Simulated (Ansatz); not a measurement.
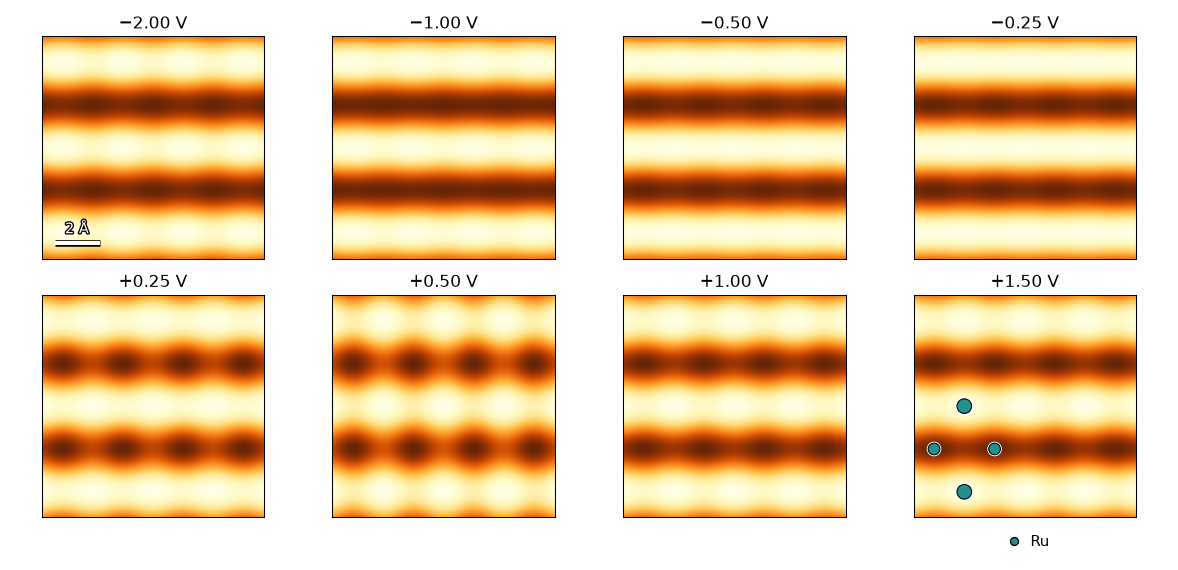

Constant-current images of Ru(110) (Fm-3m bulk, 9 atomic planes (those closer than 0.6 Å count as one), 11 Å) at 8 sample biases, each on its own colour scale; the last has the atoms seen from above drawn over one corner (deeper ones smaller).

The STM signal is simulated in the Tersoff–Hamann approximation. Bias windows are sharp sums over the levels of the k mesh.

Level of theory: Ansatz, DFT PBE, scalar-relativistic, plane waves, PAW. Cutoff 420 eV, 18 × 13 k-points, Gaussian smearing 0.1 eV, dipole correction. The slab is a cut without reconstruction beyond its cell, at the source's lattice constants, with its lower half held fixed and the rest relaxed. This isn't the element's usual hcp form. No spin polarisation. The run warns that the functional's potential is rough in the thin density of the vacuum, where the tip is; weak contrasts and barriers may feel it.

### How do the images change with bias?

```json
{"bias": "−2.00 V", "set point (e/Å³)": "5.3 × 10⁻⁵", "corrugation": "13 pm", "brightest over": "points 1.4 Å to the side of the top Ru atoms"}
{"bias": "−1.00 V", "set point (e/Å³)": "3.7 × 10⁻⁵", "corrugation": "12 pm", "brightest over": "points 1.4 Å to the side of the top Ru atoms"}
{"bias": "−0.50 V", "set point (e/Å³)": "2.2 × 10⁻⁵", "corrugation": "12 pm", "brightest over": "top Ru atoms"}
{"bias": "−0.25 V", "set point (e/Å³)": "1.2 × 10⁻⁵", "corrugation": "15 pm", "brightest over": "top Ru atoms"}
{"bias": "+0.25 V", "set point (e/Å³)": "9.0 × 10⁻⁶", "corrugation": "14 pm", "brightest over": "top Ru atoms"}
{"bias": "+0.50 V", "set point (e/Å³)": "3.0 × 10⁻⁵", "corrugation": "13 pm", "brightest over": "top Ru atoms"}
{"bias": "+1.00 V", "set point (e/Å³)": "9.7 × 10⁻⁵", "corrugation": "20 pm", "brightest over": "top Ru atoms"}
{"bias": "+1.50 V", "set point (e/Å³)": "1.4 × 10⁻⁴", "corrugation": "24 pm", "brightest over": "top Ru atoms"}
```

The slab has states at the Fermi level, so this model gives a current down to small biases. Its work function (top face) is 4.40 eV.

The weakest contrasts here depend on the k mesh and on the tip.
